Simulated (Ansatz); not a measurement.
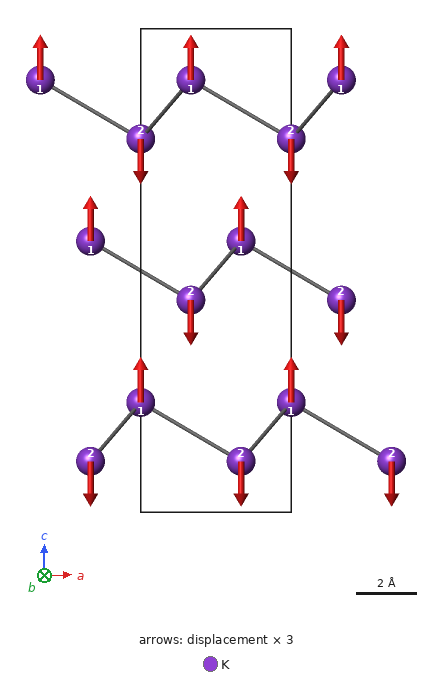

This is a relaxation of a crystal of K (built on the grey arsenic (A7)_166 type). The starting structure is drawn; red arrows show the displacements (the part carried along by the change of the cell is left out), 3 times their true length.

A ball-and-stick model of the conventional cell (3 times the calculation's cell), seen along the b axis. Lengths and directions refer to the drawn axes.

Case: grey arsenic (A7) type (R-3m, No. 166).

Computed with Ansatz 0.2.0, DFT PBEsol, scalar-relativistic, plane waves, PAW.

The input:
```yaml
crystal:
  lattice:
    - [2.9202873343, 1.6860286786, 5.4153227392]
    - [-2.9202873343, 1.6860286786, 5.4153227392]
    - [0.0, -3.3720573571, 5.4153227392]
  atoms:
    - { symbol: K, position: [0.22754, 0.22754, 0.22754] }
    - { symbol: K, position: [0.77246, 0.77246, 0.77246] }
basis:
  ecutwfc: 420
kpoints:
  mp_grid: { grid: [12, 12, 12] }
hamiltonian:
  xc: pbesol
scf:
  occupations: { method: gaussian, width: 0.1 }
output:
  forces: true
  stress: true
  eigenvalues: true
relax:
  adjacent_minimum: "off"
  f_tol: 0.01
  max_steps: 80
  cell: { stress_tol: 0.05 }
```

Question: What happened in the run?

Answer: The largest moves relative to the cell, 0.51 Å, are those of K1 and K2. K2 goes along −c. The drawn cell changes as follows: a = b 5.841 → 4.657 Å (−20.3 %), c 16.246 → 22.700 Å (+39.7 %); the volume changes by −11.2 %. Among the contacts that change: K1–K2 3.909 → 4.641 Å. The space group stays R-3m (No. 166). After 16 accepted moves (18 points after the start) the energy has fallen by 0.331 eV per cell of the calculation. Largest force component: 0.32 eV/Å at the start, under 0.0001 eV/Å at the end. The pressure goes from 0.01 to 0.00 GPa. The SCF was repeated twice at an unchanged geometry on a basis and grid sized afresh for the cell, which shifted the energy by 19.1 meV per cell of the calculation at most. The run took of the order of 8 core-minutes on a shared host.
